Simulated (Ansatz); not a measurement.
Hg

Input

```
crystal:
  lattice:
    - [3.41041281, 0.0, 0.0]
    - [-1.7052064051, 2.9535041309, 0.0]
    - [0.0, 0.0, 9.9653905373]
  atoms:
    - { symbol: Hg, position: [0.0, 0.0, 0.0] }
    - { symbol: Hg, position: [0.33333333, 0.66666667, 0.25] }
    - { symbol: Hg, position: [0.0, 0.0, 0.5] }
    - { symbol: Hg, position: [0.66666667, 0.33333333, 0.75] }
basis:
  ecutwfc: 420
kpoints:
  mp_grid: { grid: [12, 12, 4] }
hamiltonian:
  xc: pbesol
scf:
  occupations: { method: gaussian, width: 0.05 }
output:
  forces: true
  stress: true
  eigenvalues: true
  write_density: true
  write_potential: true
  elf: true
  volumetric_format: npy
```

Launched as:

```sh
ansatz run input.yaml --threads 1 --pin off --max-ram 1331MiB --backend cpu --events-out ev --progress --plain --runs-dir out
```

Below, planes, directions and counts refer to the conventional cell (a = 3.41 Å, b = 3.41 Å, c = 9.97 Å, α = 90.00°, β = 90.00°, γ = 120.00°).

Space group P6₃/mmc; a structure from a database of computed crystals, not necessarily the ambient phase; changed on purpose from its base cell (strained and moved within the space group).

All numbers below come from DFT PBEsol, scalar-relativistic, plane waves, PAW in Ansatz 0.2.0.

**Predict the valence pseudo-density and electron localisation function between the atoms.**

Hg–Hg (3.18 Å): ρ at the midpoint is about 0.17 e/Å³; the ELF is about 0.15 at the midpoint; no localised pair shows between them.

**Metal or insulator at this level of theory?**

It is gapless in this calculation (a metal or semimetal).

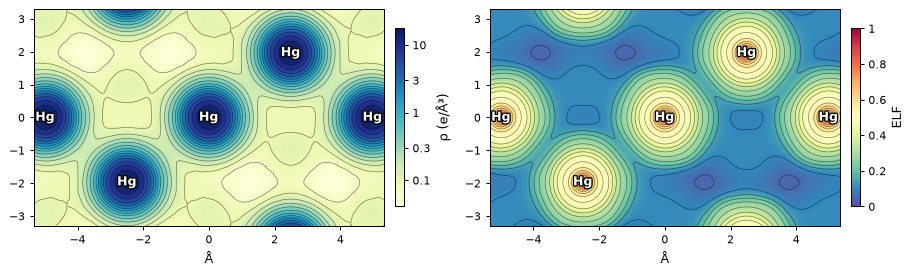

Computed valence pseudo-density and electron localisation function on the (110) plane of the conventional cell, in this order. 

The density is the valence pseudo-density of a PAW calculation; it isn't the true density close to the nuclei.
